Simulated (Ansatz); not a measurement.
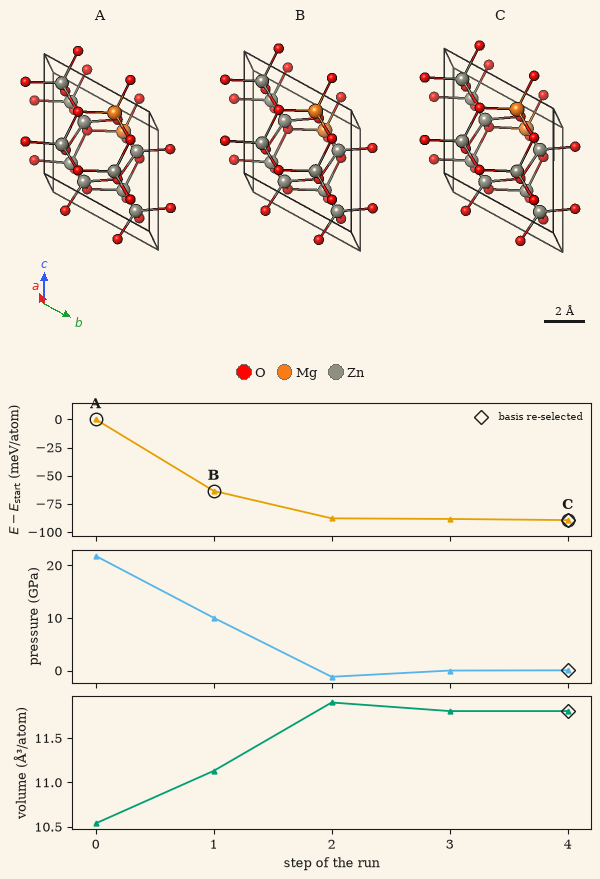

Frames of a relaxation of a crystal of MgZn$_{7}$O$_{8}$ (a generated structure, set up in P1) (coarse preliminary run), marked on the history of the run. A ball-and-stick model of the cell of the calculation, seen from a free direction.

Case: elements placed on the wurtzite lattice with like neighbours.

Method: Ansatz 0.2.0, DFT r2SCAN, scalar-relativistic, plane waves, PAW. Settings: plane-wave cutoff 500 eV; k-point mesh 2 × 2 × 2; occupations gaussian; smearing width 0.1 eV; mesh shifted by (0.5, 0.5, 0.5); no spin polarisation; cell and atoms relaxed; force threshold 0.04 eV/Å; at most 50 steps.

**Describe the path.**

Over 3 accepted moves (4 points after the start) the energy falls by 89.4 meV per atom. The largest force component goes from 1.2 to 0.0089 eV/Å. Pressure: 21.82 GPa at the start and 0.05 GPa at the end. At 1 point the geometry stayed and the basis and grid were re-selected for the new cell (energy shift of 1.0 meV per atom at most each time). A Zn atom moves most relative to the cell: 0.076 Å roughly along [1 −1 3]. By element the largest moves are Zn 0.076 Å, O 0.062 Å, Mg 0.025 Å. The drawn cell changes as follows: a 5.036 → 5.205 Å (+3.4 %), b 6.218 → 6.469 Å (+4.0 %), c 6.218 → 6.468 Å (+4.0 %), α 120.0° → 119.9°; the volume changes by +12.0 %. Near-neighbour distances that change, for instance: O–Zn 1.840 → 1.975 Å, O–Zn 1.853 → 1.967 Å, Mg–O 1.857 → 1.961 Å, O–Zn 1.876 → 1.971 Å. Bond angles that change, for instance: Mg–O–Zn 106.3° → 111.2°, O–Zn–O 107.4° → 111.7°, O–Zn–O 111.8° → 108.1°. Within 0.06 Å the space group is P1 at the start and P3m1 at the end; at a tighter tolerance small leftover displacements or strains of the cell lower it. Cost: 21 s on 4 threads of Intel(R) Xeon(R) 6975P-C (Granite Rapids), with other jobs on the host, peak memory 1.1 GiB. From step 0 to 1: O and Zn atoms move most (0.02 Å), volume +5.6 %, energy −63.5 meV per atom. From step 1 to 4: a Zn atom moves most (0.05 Å), volume +6.1 %, energy −25.9 meV per atom.
